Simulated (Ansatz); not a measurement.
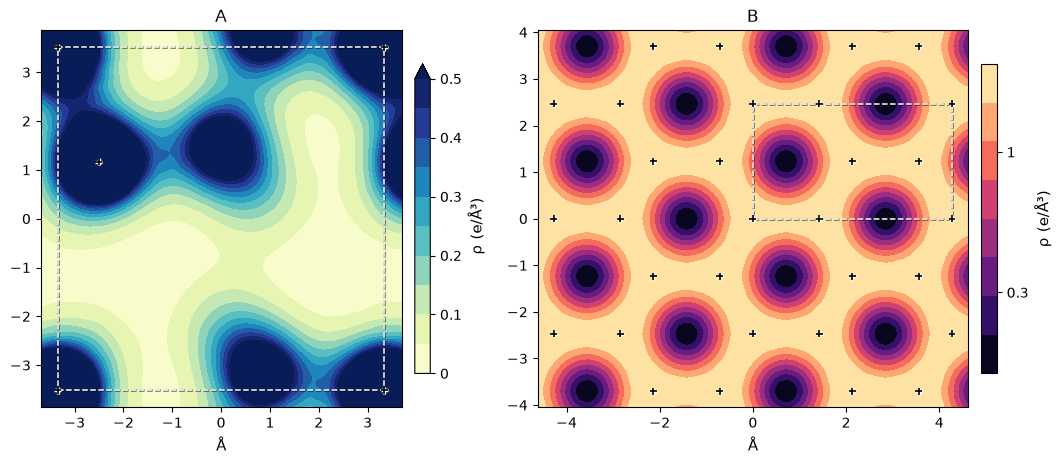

The valence electron density of 2 systems, each on a plane through atoms (crosses mark nuclei in the plane).

Method: DFT PBE, scalar-relativistic, plane waves, PAW in Ansatz 0.2.0.

System 1: Ge, the (100) plane of the calculation cell. Space group P2₁; a point of a scan over the structure, not its minimum; a structure from a database of computed crystals, not necessarily the ambient phase; not relaxed (largest force 0.5 eV/Å); PAW files of the earlier set (soft_1).

```
CELL_PARAMETERS angstrom
-4.05849 0.00000 0.00000
0.00000 0.00000 -6.69306
0.00000 -7.02950 0.00000
ATOMIC_POSITIONS crystal
Ge 0.07762 0.93721 0.35574
Ge 0.57762 0.93721 0.85574
Ge 0.42238 0.43721 0.14426
Ge 0.92238 0.43721 0.64426
Ge 0.92238 0.56279 0.31093
Ge 0.42238 0.56279 0.81093
Ge 0.57762 0.06279 0.18907
Ge 0.07762 0.06279 0.68907
```

System 2: C, the (001) plane of the conventional cell. Space group C2/m; a point of a scan over the structure, not its minimum; a structure from a database of computed crystals, not necessarily the ambient phase; PAW files of the earlier set (soft_1).

```cif
data_structure
_symmetry_space_group_name_H-M 'P 1'
_symmetry_Int_Tables_number 1
_cell_length_a 4.2721
_cell_length_b 2.4666
_cell_length_c 8.7070
_cell_angle_alpha 90.000
_cell_angle_beta 90.000
_cell_angle_gamma 90.000
_cell_volume 91.75
loop_
_atom_site_label
_atom_site_type_symbol
_atom_site_fract_x
_atom_site_fract_y
_atom_site_fract_z
_atom_site_occupancy
C1 C 0.18328 0.00000 0.73069 1
C2 C 0.68328 0.50000 0.73069 1
C3 C 0.48338 0.00000 0.26931 1
C4 C 0.98338 0.50000 0.26931 1
C5 C 0.81672 0.00000 0.26931 1
C6 C 0.31672 0.50000 0.26931 1
C7 C 0.51662 0.00000 0.73069 1
C8 C 0.01662 0.50000 0.73069 1
```

Q: Which map belongs to which system?

A: Panel A is system 1, Ge: the plane holds Ge. Ge–Ge (2.49 Å): ρ is about 0.48 e/Å³ halfway. Panel B is system 2, C: the plane holds C. C–C (1.42 Å): ρ is about 2 e/Å³ halfway.
